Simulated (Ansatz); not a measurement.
**Run report: C10F, single-point calculation (part 1 of 4)**

- system: C10F (slab, 11 atoms in the cell)
- method: DFT LDA, scalar-relativistic, plane waves, PAW, PAW set soft_1, spin-polarised (Ansatz 0.2.0)

The structure derives from an entry of the Crystallography Open Database. Figures and captions count atoms from 1; the log counts them from 0 in places.

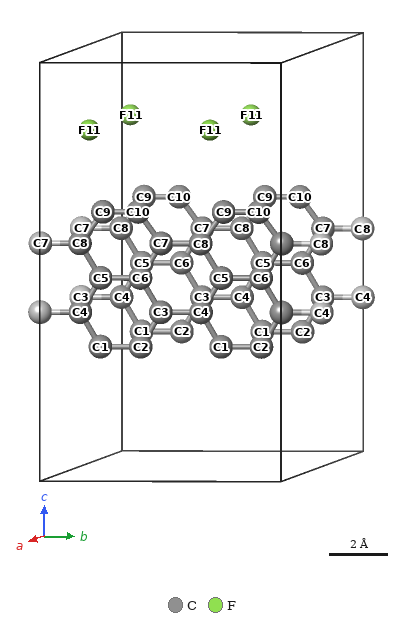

**Figure 1.** The structure (ball-and-stick view of the 2 × 2 repeat of the cell, with the vacuum cut short, seen slightly off an axis; neighbours outside the cell are drawn fainter; atoms are numbered from 1 in the order of the input). An atom can appear more than once, as a periodic image.

**Input file**
```yaml
crystal:
  lattice:
    - [3.6007760161, 0.0, 0.0]
    - [-1.6597064859, 3.8953906486, 0.0]
    - [0.0, 0.0, 21.7916832212]
  atoms:
    - { symbol: C, position: [0.5002258007, 0.3334086002, 0.1835562659] }
    - { symbol: C, position: [0.4997741993, 0.6665913998, 0.1835562659] }
    - { symbol: C, position: [0.5002258007, 0.8334086002, 0.2396472329] }
    - { symbol: C, position: [0.4997741993, 0.1665913998, 0.2396472329] }
    - { symbol: C, position: [0.5000916115, 0.3353041231, 0.2956998833] }
    - { symbol: C, position: [0.4999083885, 0.6646958769, 0.2956998833] }
    - { symbol: C, position: [0.5001245187, 0.8366737304, 0.3519846252] }
    - { symbol: C, position: [0.4998754813, 0.1633262696, 0.3519846252] }
    - { symbol: C, position: [0.5003807573, 0.3543365537, 0.4034421358] }
    - { symbol: C, position: [0.4996192427, 0.6456634463, 0.4034421358] }
    - { symbol: F, position: [0.8337140907, 0.3543365537, 0.5452393512], spin: 1.0 }
basis:
  ecutwfc: 420
kpoints:
  mp_grid: { grid: [8, 7, 1] }
hamiltonian:
  xc: lda
  pseudopotentials: { kind: paw, azcp: { folder: soft_1 } }
scf:
  occupations: { method: gaussian, width: 0.05 }
output:
  forces: true
  eigenvalues: true
  populations: true
  write_density: true
  write_potential: true
  elf: true
  volumetric_format: npy
magnetization:
  spin_polarized: true
efield:
  axis: 3
  dipole_correction: true
  ramp_width: 0.04
```

Launched with:
```bash
ansatz run input.yaml --threads 1 --pin off --max-ram 3072MiB --backend cpu --events-out ev --progress --plain --runs-dir out
```

**The program's output**
```
Warning: [file] the record states the generating functional pbe (its physics header spells it `PBE`), which answers neither for hamiltonian.xc's functional nor for the lda family's — results may be inconsistent (PPs are generated against a specific XC)
Warning: [file] the record states the generating functional pbe (its physics header spells it `PBE`), which answers neither for hamiltonian.xc's functional nor for the lda family's — results may be inconsistent (PPs are generated against a specific XC)
Engine: ansatz 0.2.0, aarch64-unknown-linux-gnu
Pseudopotentials: kind: paw
Pseudopotential: C, paw, valence charge 4, recommended cutoff 420 eV (normal), [file]
Pseudopotential: F, paw, valence charge 7, recommended cutoff 420 eV (normal), [file]
Functional definition: SPW92
  exchange = slater_x
  correlation = pw_c
Crystal: 11 atoms, lattice volume = 305.660 Å³
Basis set: ecut = 420 eV, 5907 PW (Γ)
Bands: 35, of which v1, the nominal top of the filled ones, is band 24 counted from 1 (23 counted from 0)
Symmetry: 1 space group operations
k-points: 29 of 56 (time reversal used)
Non-local potential: C, projectors of the file, l = 0: 2, l = 1: 2, l = 2: 1
Non-local potential: F, projectors of the file, l = 0: 2, l = 1: 2, l = 2: 1
PAW form: soft (Blöchl's): semilocal exchange-correlation on the pseudo side does not see the compensation charge
PAW frozen core: C, regenerated for the run's functional, and the local potential with it (the file was generated under x = pbe(κ = 0.804, μ = 0.2195149727645171), c = pbe(β = 0.06672455060314922))
PAW frozen core: F, regenerated for the run's functional, and the local potential with it (the file was generated under x = pbe(κ = 0.804, μ = 0.2195149727645171), c = pbe(β = 0.06672455060314922))
PAW one-centre angular grid: C, 110 points (default); XC on 64 Gauss nodes
PAW one-centre angular grid: F, 110 points (default); XC on 64 Gauss nodes
Starting moments: Σ|m| = 1 μB on 1 of 11 sites
Initial wavefunctions: pseudopotential atomic-orbital guess
Functional: x = slater, c = lda
```
